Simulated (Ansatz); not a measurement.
A periodic structure is given below.

```
B N
1.0
    14.05912    0.00000    0.00000
     0.00000   14.05912    0.00000
     0.00000    0.00000    8.77066
B N
18 2
Cartesian
  0.8076 7.0296 4.3853
  13.2516 7.0296 4.3853
  0.0000 6.2220 0.0000
  0.0000 7.8371 0.0000
  0.0000 7.0296 1.3877
  0.0000 7.0296 7.3829
  0.0000 7.0296 2.9976
  0.0000 7.0296 5.7731
  0.0000 0.0000 0.0000
  7.8371 0.0000 0.0000
  6.2220 0.0000 0.0000
  7.0296 13.2516 4.3853
  7.0296 0.8076 4.3853
  7.0296 0.0000 5.7731
  7.0296 0.0000 2.9976
  7.0296 0.0000 7.3829
  7.0296 0.0000 1.3877
  7.0296 7.0296 4.3853
  0.0000 0.0000 4.3853
  7.0296 7.0296 0.0000
```

> Summarise the structure in words.

The structure is one of B₉N. The symmetry is that of I4/mmm (No. 139), on a body-centred tetragonal lattice. The cell holds 20 atoms (18 B, 2 N), Z = 2. B takes three kinds of site: 8i with three B in a trigonal pyramidal arrangement at 1.61 to 1.62 Å; 8g with three B at 1.61 Å; 2a with no bonds drawn. The bonds build B chains along [001]; some B and N atoms get no bond from the drawing's distance rule.

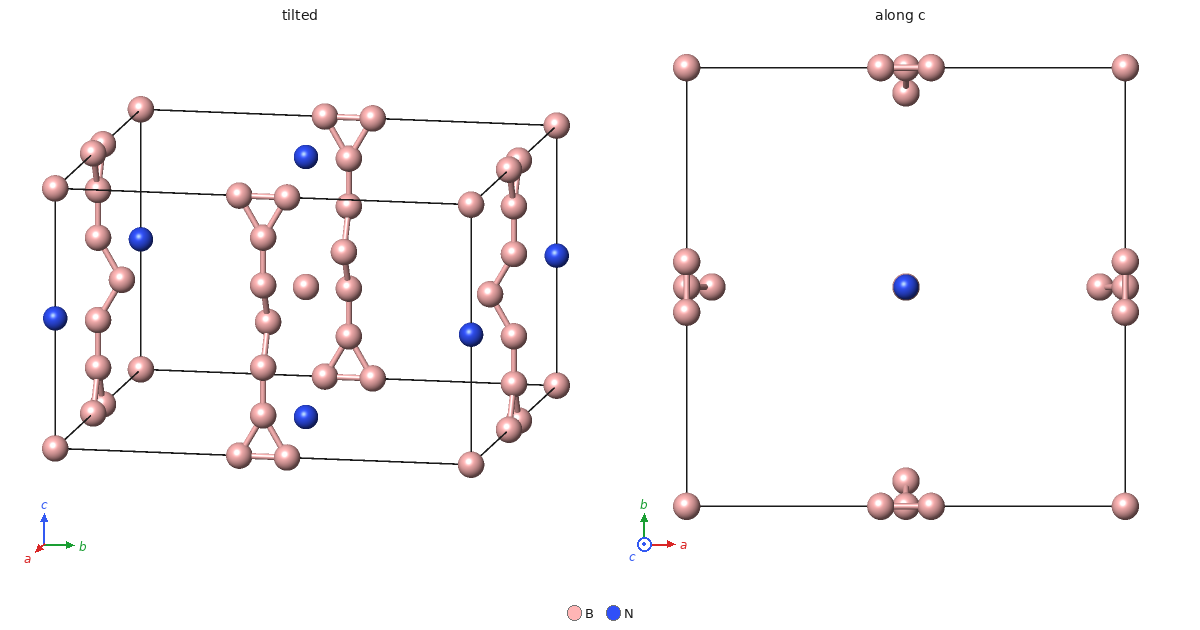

Crystal structure, ball-and-stick style, seen slightly off an axis and along the c axis. The parallelepiped is the conventional unit cell.

Starting structure: a structure listed in the Materials Project. Earlier steps of the study, as a rule a relaxation of our own, may have changed the cell and positions, so they can lie some per cent off the listed ones. It was run through Ansatz as a DFT input.
